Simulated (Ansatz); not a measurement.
System: MgI2.

Input file:

```
crystal:
  lattice:
    - [2.0635450209, 1.1913882733, 6.8391765399]
    - [-2.0635450209, 1.1913882733, 6.8391765399]
    - [0.0, -2.3827765466, 6.8391765399]
  atoms:
    - { symbol: Mg, position: [0.0, 0.0, 0.0] }
    - { symbol: I, position: [0.2516701081, 0.2516701081, 0.2516701081] }
    - { symbol: I, position: [0.7483298919, 0.7483298919, 0.7483298919] }
kpoints:
  mp_grid: { grid: [6, 6, 6] }
hamiltonian:
  xc: pbe
  dispersion: d4
scf:
  occupations: { method: fermi_dirac, width: 0.02 }
relax:
  f_tol: 0.005
  cell: {}
output:
  write_density: true
  write_potential: true
  elf: true
  volumetric_format: npy
```

Run with:

```sh
ansatz run input.yaml --threads 2 --pin off --max-ram 2211MiB --backend cpu --events-out ev --progress --plain --runs-dir out
```

Below, planes, directions and counts refer to the conventional cell (a = 4.13 Å, b = 4.13 Å, c = 20.57 Å, α = 90.00°, β = 90.00°, γ = 120.00°).

The fields are those of the relaxed geometry.

Space group R-3m; started from the CdCl2 (3R octahedral) bulk prototype, which need not be the ambient phase.

Level of theory: DFT, PBE-D4, plane waves, PAW (Ansatz 0.2.0).

Question: Predict the valence pseudo-density and electron localisation function between the atoms.

Answer: Mg–I (2.92 Å): ρ at the midpoint is about 0.26 e/Å³; the ELF peaks at about 0.85 in the valence shell of I, 1.3 Å from its nucleus, and falls to about 0.05 next to Mg; a largely ionic contact.

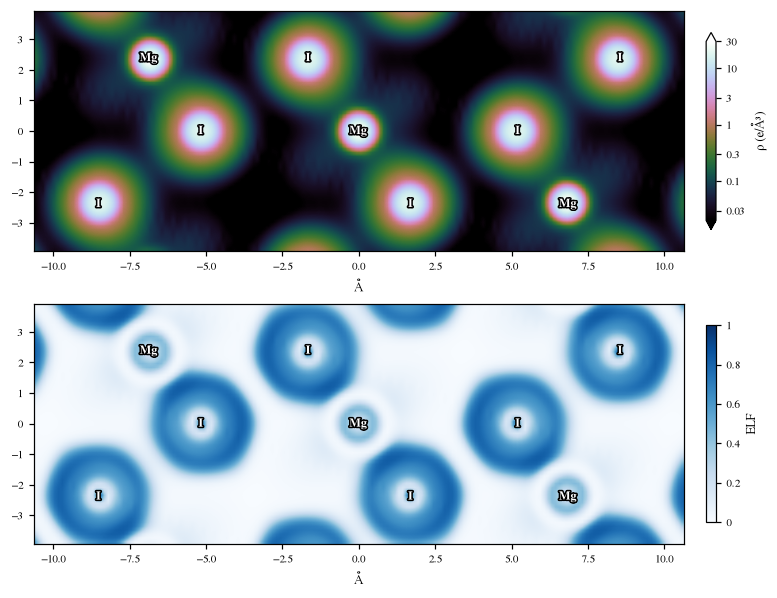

Computed valence pseudo-density and electron localisation function on the (110) plane of the conventional cell, in this order. 
